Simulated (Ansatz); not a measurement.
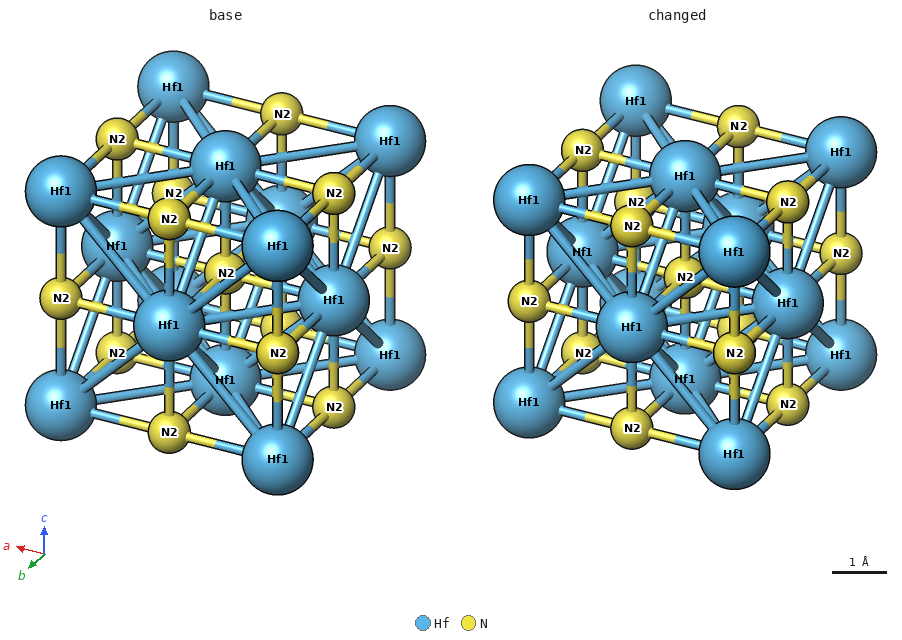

Left: a crystal of HfN (set up in Fm-3m). Right: the same structure after one change, at the same scale. The picture is a ball-and-stick view of the conventional cell (4 times the calculation's cell), seen from a free direction. Lengths and directions refer to the drawn axes.

These are results of DFT PBE, scalar-relativistic, plane waves, PAW in Ansatz 0.2.0, not measurements. Set-up: plane-wave cutoff 420 eV; k-point mesh 16 × 16 × 16; occupations gaussian; smearing width 0.1 eV; no spin polarisation.

The crystal is put under a hydrostatic pressure of 60 GPa. Cell and atoms are relaxed at that pressure.

### How do the computed properties respond?

The energy rises by 285 meV per atom. Pressure: 0.0 GPa before, 60.0 GPa after. Both are metals. The volume changes by −14.9 %, with a = b = c 4.548 → 4.309 Å (−5.2 %). No atom moves by more than 0.005 Å relative to the cell. Among the bonded contacts that change: Hf–Hf 3.216 → 3.047 Å, Hf–N 2.274 → 2.155 Å. The space group stays Fm-3m (No. 225).
